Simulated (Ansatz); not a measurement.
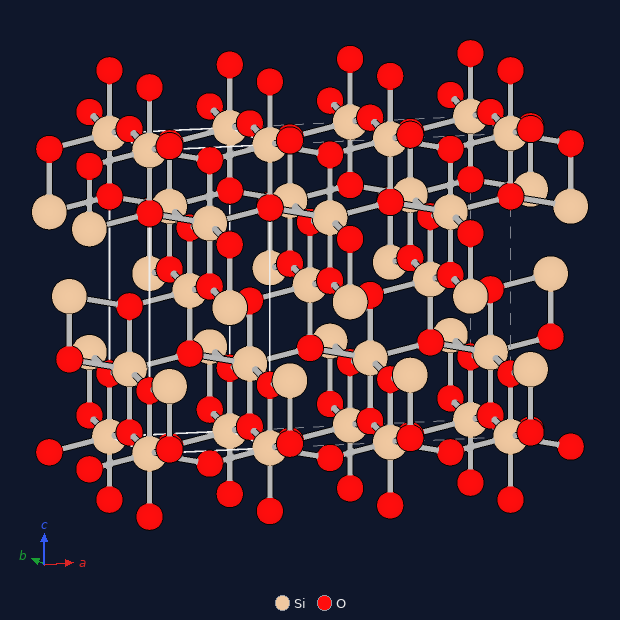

System SiO2 (space group I4_1/amd, No. 141); source of the atomic positions: the geometry relaxed with DFT, PBE, plane waves, PAW in Ansatz; the starting structure was generated, so it need not be a known form of this composition.

Bonds are taken as O–Si below 2 Å; no other contact counts. Atoms with one bond or none are removed and atoms with two bonds are replaced by edges, until no such atom is left.

### What kind of net remains, and which atoms are its nodes?

A binodal (3,6)-connected, three-periodic net: O is a 3-connected node; Si is a 6-connected node, in the ratio 2:1.

### Which named net is it?

It is the ant net, known from anatase.

### Is the net interpenetrated?

It is a single net, without interpenetration.

### Give the point symbol of each node (shortest cycle at each angle).

O: 4²·6; Si: 4⁴·6²·8⁸·10.

The simplified net, drawn on the atoms' positions. Nodes are coloured by element. Short stubs are edges that leave the cut-out.

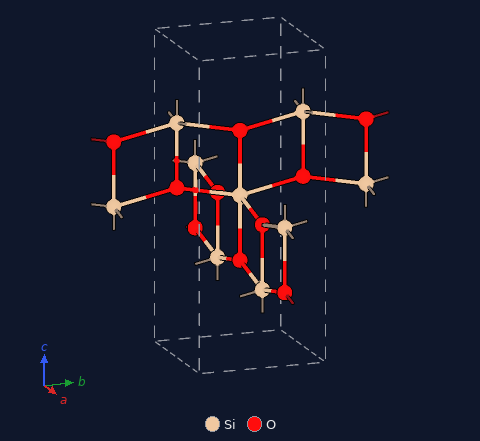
